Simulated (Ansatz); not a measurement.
# Band-structure calculation, with input and output: BN

- system: BN (P6₃/mmc, 4 atoms in the cell)
- method: DFT, PBE, plane waves, PAW, no spin polarisation (Ansatz 0.2.0)

The structure was built on a prototype by a generator. The geometry comes from this level: r2SCAN (a point of a series of strains). It belongs to a series of runs on one base structure; here: hydrostatic strain +4.0%.

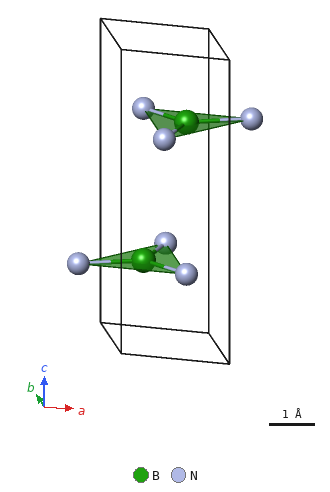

The structure (polyhedral view of the cell of the calculation, seen slightly off an axis; polyhedra are completed across the faces of the cell).

### Input file
```yaml
crystal:
  lattice:
    - [2.6011217309, 0.0, 0.0]
    - [-1.3005608654, 2.2526374973, 0.0]
    - [0.0, 0.0, 7.1695546777]
  atoms:
    - { symbol: B, position: [0.3333333333, 0.6666666667, 0.25] }
    - { symbol: B, position: [0.6666666667, 0.3333333333, 0.75] }
    - { symbol: "N", position: [0.6666666667, 0.3333333333, 0.25] }
    - { symbol: "N", position: [0.3333333333, 0.6666666667, 0.75] }
kpoints:
  mp_grid: { grid: [12, 12, 4] }
  band_path:
    path:
      - [0.0, 0.0, 0.0]
      - [0.5, 0.0, 0.0]
      - [0.3333333333, 0.3333333333, 0.0]
      - [0.0, 0.0, 0.5]
      - [0.5, 0.0, 0.5]
      - [0.3333333333, 0.3333333333, 0.5]
      - [0.0, 0.5, 0.0]
    npoints: 1
hamiltonian:
  xc: pbe
scf:
  occupations: { method: fermi_dirac, width: 0.02 }
  n_extra_bands: 5
output:
  forces: true
  stress: true
  eigenvalues: true
  write_density: true
  write_potential: true
  elf: true
  volumetric_format: npy
```

Launched with:
```bash
ansatz run input.yaml --threads 4 --pin off --max-ram 3686MiB --backend cpu --events-out ev --progress --plain --runs-dir out
```

### Log
```
scf.n_extra_bands = 5 over 8 filled bands (N_el = 16.0): the run solves 13 bands
Engine: ansatz 0.2.0, x86_64-unknown-linux-gnu
Pseudopotentials: kind: paw
Pseudopotential: B, paw, valence charge 3, recommended cutoff 420 eV (normal), B.paw.azcp
Pseudopotential: N, paw, valence charge 5, recommended cutoff 420 eV (normal), N.paw.azcp
Functional definition: PBE
  parameter kappa = 0.804
  parameter beta = 0.06672455060314922
  exchange = pbe_x(kappa = kappa, mu = beta*pi^2/3)
  correlation = pbe_c(beta = beta)
Crystal: 4 atoms, lattice volume = 42.009 Å³
Basis set: ecut = 420 eV, 845 PW (Γ), exchange–correlation on 36×36×96 points (8 copies of the dense FFT grid, shifted against one another)
Bands: 13, of which v1, the nominal top of the filled ones, is band 8 counted from 1 (7 counted from 0)
Symmetry: 24 space group operations
Space group: P63/mmc (ITA 194), of the structure as read, at distance tolerance 3.5e-5 Å
k-points: 57 of 576
Non-local potential: B, projectors of the file, l = 0: 2, l = 1: 2, l = 2: 1
Non-local potential: N, projectors of the file, l = 0: 2, l = 1: 2, l = 2: 1
PAW form: soft (Blöchl's): semilocal exchange-correlation on the pseudo side does not see the compensation charge
PAW one-centre angular grid: B, 110 points (default); XC on 64 Gauss nodes
PAW one-centre angular grid: N, 110 points (default); XC on 64 Gauss nodes
Initial density: superposition of atomic densities (neutral atoms: chi_scale 0, normalization atom), corrected by the library's trained network
Initial wavefunctions: pseudopotential atomic-orbital guess
Functional: x = pbe(κ = 0.804, μ = 0.2195149727645171), c = pbe(β = 0.06672455060314922)
SCF iter   1: F=—  HF=-1084.567392 eV  |F-HF|=—  |Δ(HF+E_count)|=         —  Δρ=3.02e-3  dr2=1.75e-3  ethr=1.77e-3  ⟨swp⟩=6.2  Hψ=4447  notcnv=0
preconditioner: auto → none  [insulator: Δε(μ)=4.159 eV  Ē_g=15.491 eV  σ=0.020 eV  W_gap=1.00  n_scr=4 (ndim 8)  ℏωp=22.9 eV  f_vac=0.057  D(μ)=0.00/eV (n_scr^D=0)  ε∞_Penn≈3.2]
SCF iter   2: F=—  HF=-1084.568108 eV  |F-HF|=—  |Δ(HF+E_count)|=   7.16e-4  Δρ=1.27e-3  dr2=2.90e-4  ethr=1.09e-5  ⟨swp⟩=2.6  Hψ=1844  notcnv=0  defer=57
SCF iter   3: F=—  HF=-1084.568290 eV  |F-HF|=—  |Δ(HF+E_count)|=   1.83e-4  Δρ=6.52e-4  dr2=4.91e-5  ethr=1.81e-6  ⟨swp⟩=2.2  Hψ=1064  notcnv=0  defer=57
SCF iter   4: F=—  HF=-1084.568317 eV  |F-HF|=—  |Δ(HF+E_count)|=   2.68e-5  Δρ=2.76e-4  dr2=8.95e-6  ethr=3.07e-7  ⟨swp⟩=2.4  Hψ=1118  notcnv=0  defer=57
SCF iter   5: F=—  HF=-1084.568339 eV  |F-HF|=—  |Δ(HF+E_count)|=   2.20e-5  Δρ=5.94e-5  dr2=3.97e-7  ethr=5.59e-8  ⟨swp⟩=2.8  Hψ=1167  notcnv=0  defer=57
SCF iter   6: F=-1084.568340 eV  HF=-1084.568340 eV  |F-HF|=1.38e-8  |Δ(HF+E_count)|=   1.16e-6  Δρ=6.46e-6  dr2=4.48e-9  ethr=6.25e-10  ⟨swp⟩=11.1  Hψ=5275  notcnv=0
SCF 1 converged in 6 iterations: F = -1084.568340 eV  dr2 = 4.48e-9
  greatest PAW one-centre occupation: 0.785 electrons in one spin orbital (limit 2), on the N atom at site 3 (counted from 0), in its partial waves of l = 0
NSCF: frozen V_eff on 7 k-points
SCF converged after 6 iterations
Free energy (F): -1084.568340 eV
Harris-Foulkes:  -1084.568340 eV  (|F-HF|=1.38e-8)
Internal energy: -1084.568340 eV  (E = F + TS)
E sigma→0 (E₀):  -1084.568340 eV
Fermi energy:    5.460218 eV
--- Per-component energies (eV) ---
  E_band       = -55.901965
  E_kinetic    = 355.583161
  E_local      = -746.334604  (includes V_loc(G=0)·N_el)
  E_nonlocal   = 113.442565
  E_hartree    = 245.369091
  E_xc         = -181.555467
  E_vxc        = -225.061434  (∫ρ·V_xc dr)
  E_paw        = -412.358447  (= ΣΔE_a)
  E_vpaw       = -44.270358  (= ΣTr[D̂ρ^β])
  E_aug_tail   = 0.000208  (compensation charges beyond the density's cutoff)
  E_ewald      = -458.714847
  E_smearing   = -0.000000  (= −TS)
  E_closure    = 0.000000  (closes the sum)
  Σ components = -1084.568340   (vs F -1084.568340, Δ=0.00e0)
--- Forces (eV/Å), atoms counted from 1 ---
  atom   1  B      0.00000000    -0.00000000     0.00000000
  atom   2  B     -0.00000000     0.00000000     0.00000000
  atom   3  N     -0.00000000     0.00000000     0.00000000
  atom   4  N      0.00000000    -0.00000000     0.00000000
  max |Σ_I F_I| component: 4.63e-16 eV/Å
--- Stress (GPa, compression-positive) ---
      -29.410252       0.000000       0.000000
        0.000000     -29.410252       0.000000
        0.000000       0.000000       1.013452
  P = ⅓ Tr σ = -19.2690 GPa (-192.690 kbar)
--- Band table (eV; the first three rows and the last of 57) ---
  k-point 0: bands = ["-13.7221", "-13.5553", "-2.0249", "-0.5218", "1.9099", "1.9099", "1.9303", "1.9303", "8.1857", "12.4911", "13.3659", "14.0217", "14.0217"]
  k-point 1: bands = ["-13.6984", "-13.5805", "-1.8378", "-0.7862", "1.9132", "1.9132", "1.9274", "1.9274", "8.7200", "11.5471", "13.8841", "14.0323", "14.0323"]
  k-point 2: bands = ["-13.6403", "-13.6403", "-1.3494", "-1.3494", "1.9203", "1.9203", "1.9203", "1.9203", "10.0332", "10.0332", "14.0581", "14.0581", "14.0581"]
  k-point 56: bands = ["-10.3918", "-10.3918", "-3.9181", "-3.9181", "-3.6550", "-3.6550", "3.3574", "3.3574", "7.7260", "7.7260", "15.0531", "15.0531", "15.9561"]
```

### File bands.tsv
```
# k_distance	band_0	band_1	band_2	band_3	band_4	band_5	band_6	band_7	band_8	band_9	band_10	band_11	band_12
# fermi_ev = 5.460218
# lock_threshold_ev = 1e-6
# [0, 0, 0] at k_distance = 0.000000
# [0.5, 0, 0] at k_distance = 1.394629
# [0.3333333333, 0.3333333333, 0] at k_distance = 2.199818
# [0, 0, 0.5] at k_distance = 3.868747
# [0.5, 0, 0.5] at k_distance = 5.263376
# [0.3333333333, 0.3333333333, 0.5] at k_distance = 6.068565
# [0, 0.5, 0] at k_distance = 6.985263
# levels_relative_to = fermi_ev
# free_energy_ev = -1084.568340
# largest_residual_norms_ev = 5.318e-4 6.297e-4 5.683e-4 6.977e-4 5.858e-4 5.097e-4 5.630e-4 6.853e-4 4.610e-4 6.208e-4 9.771e-4 2.024e-3 1.494e-3
0.000000	-19.182303	-19.015498	-7.485128	-5.982023	-3.550279	-3.550279	-3.529884	-3.529884	2.725481	7.030848	7.905649	8.561469	8.561469
1.394629	-16.367232	-16.324573	-10.558666	-10.513469	-6.069236	-6.031684	-3.259765	-2.573502	2.083230	3.011669	6.359855	6.698141	9.902123
2.199818	-15.852015	-15.852015	-9.426937	-9.328727	-9.112583	-9.112583	-2.139616	-2.139616	2.378067	2.378067	8.604462	10.111053	10.111053
3.868747	-19.100502	-19.100502	-6.809654	-6.809654	-3.539875	-3.539875	-3.539875	-3.539875	4.572969	4.572969	8.597898	8.597898	8.597898
5.263376	-16.345860	-16.345860	-10.538487	-10.538487	-6.050541	-6.050541	-2.910308	-2.910308	2.424229	2.424229	6.624990	6.624990	10.557277
6.068565	-15.852014	-15.852014	-9.378272	-9.378272	-9.115220	-9.115220	-2.102842	-2.102842	2.265757	2.265757	9.592840	9.592840	10.495911
6.985263	-16.367232	-16.324573	-10.558666	-10.513469	-6.069236	-6.031684	-3.259765	-2.573502	2.083230	3.011669	6.359855	6.698141	9.902123
```

### File v_z.tsv
```
# z_ang	v_es[eV]	v_tot[eV]
# format = ansatz-planar-average/11
# xc	pbe
# density_cutoff_ev	1680
# datasets	B=:simpson_from_first_knot:soft	N=:simpson_from_first_knot:soft
# lattice	2.601121731	-0.000000000	0.000000000
# lattice	-1.300560865	2.252637497	0.000000000
# lattice	0.000000000	0.000000000	7.169554678
# sites	4
# site	5	0.000000000	1.501758332	1.792388669
# site	5	1.300560865	0.750879166	5.377166008
# site	7	1.300560865	0.750879166	1.792388669
# site	7	0.000000000	1.501758332	5.377166008
0.000000	9.025077e0	4.975667e0
0.149366	8.987166e0	5.286103e0
0.298731	8.858533e0	4.377794e0
0.448097	8.611309e0	3.150188e0
0.597463	8.178962e0	1.835221e0
0.746829	7.448748e0	-1.425648e-1
0.896194	6.266431e0	-2.593492e0
1.045560	4.335832e0	-6.059721e0
1.194926	4.366954e-1	-1.143041e1
1.344292	-5.558091e0	-1.887828e1
1.493657	-1.191562e1	-2.635774e1
1.643023	-1.663682e1	-3.193441e1
1.792389	-1.834505e1	-3.384203e1
1.941754	-1.663682e1	-3.193441e1
2.091120	-1.191562e1	-2.635774e1
2.240486	-5.558091e0	-1.887828e1
2.389852	4.366954e-1	-1.143041e1
2.539217	4.335832e0	-6.059721e0
2.688583	6.266431e0	-2.593492e0
2.837949	7.448748e0	-1.425648e-1
2.987314	8.178962e0	1.835221e0
3.136680	8.611309e0	3.150188e0
3.286046	8.858533e0	4.377794e0
3.435412	8.987166e0	5.286103e0
3.584777	9.025077e0	4.975667e0
3.734143	8.987166e0	5.286103e0
3.883509	8.858533e0	4.377794e0
4.032875	8.611309e0	3.150188e0
4.182240	8.178962e0	1.835221e0
4.331606	7.448748e0	-1.425648e-1
4.480972	6.266431e0	-2.593492e0
4.630337	4.335832e0	-6.059721e0
4.779703	4.366954e-1	-1.143041e1
4.929069	-5.558091e0	-1.887828e1
5.078435	-1.191562e1	-2.635774e1
5.227800	-1.663682e1	-3.193441e1
5.377166	-1.834505e1	-3.384203e1
5.526532	-1.663682e1	-3.193441e1
5.675897	-1.191562e1	-2.635774e1
5.825263	-5.558091e0	-1.887828e1
5.974629	4.366954e-1	-1.143041e1
6.123995	4.335832e0	-6.059721e0
6.273360	6.266431e0	-2.593492e0
6.422726	7.448748e0	-1.425648e-1
6.572092	8.178962e0	1.835221e0
6.721458	8.611309e0	3.150188e0
6.870823	8.858533e0	4.377794e0
7.020189	8.987166e0	5.286103e0
```

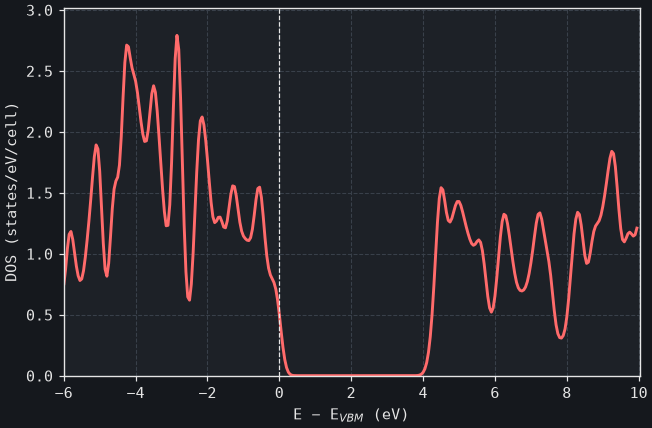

Density of states (the curve is built from the levels of the k mesh with Gaussians 0.3 eV wide, which also blur the band edges), with energies from the valence-band top. There is a gap of 4.19 eV on the k-point mesh. Small ripples come from the finite k-point mesh.

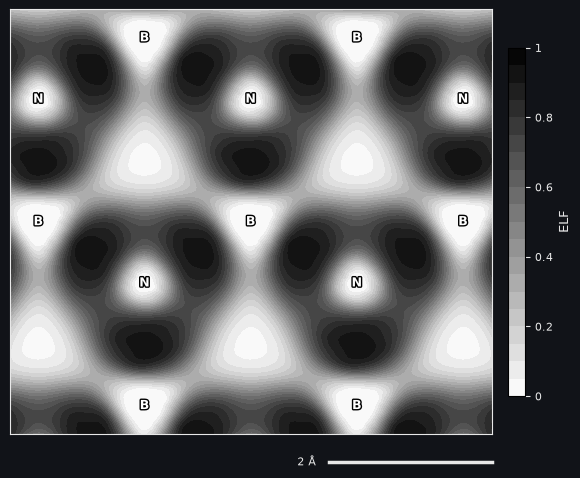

Electron localisation function on the (001) plane of the conventional cell. The section cuts through B and N sites. B–N (1.50 Å): the ELF peaks at about 0.95 between the atoms, which marks a shared but strongly polarised pair. In a PAW calculation such maps are meaningful between the atoms, not at the nuclei.

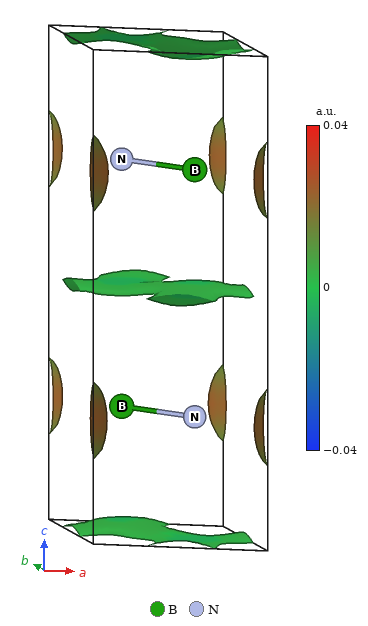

Non-covalent interaction (NCI) plot: the surface where the reduced density gradient is 0.5, for densities under 0.05 a.u., coloured by sign(λ₂)ρ; seen slightly off an axis. The outline is the cell set on symmetry axes. Sheets between layers or molecules: weak, van der Waals-like contact (green) (×2); inside the ring or cage of B and N: steric crowding (red) (×2).

### Summary

- outcome: converged
- space group (tolerance 0.01 Å): P6₃/mmc (194)
- electrons treated: 16
- free energy: −1084.5683 eV
- Fermi energy: 5.460 eV
- gap on the k-point mesh: 4.19 eV
- pressure: −19.27 GPa
- largest force (length of the vector): under 0.001 eV/Å
- hardware: 4 threads of an x86-64 CPU, shared host
- wall time: 3.3 s (CPU time 4.8 s)
- peak memory: 0.35 GiB
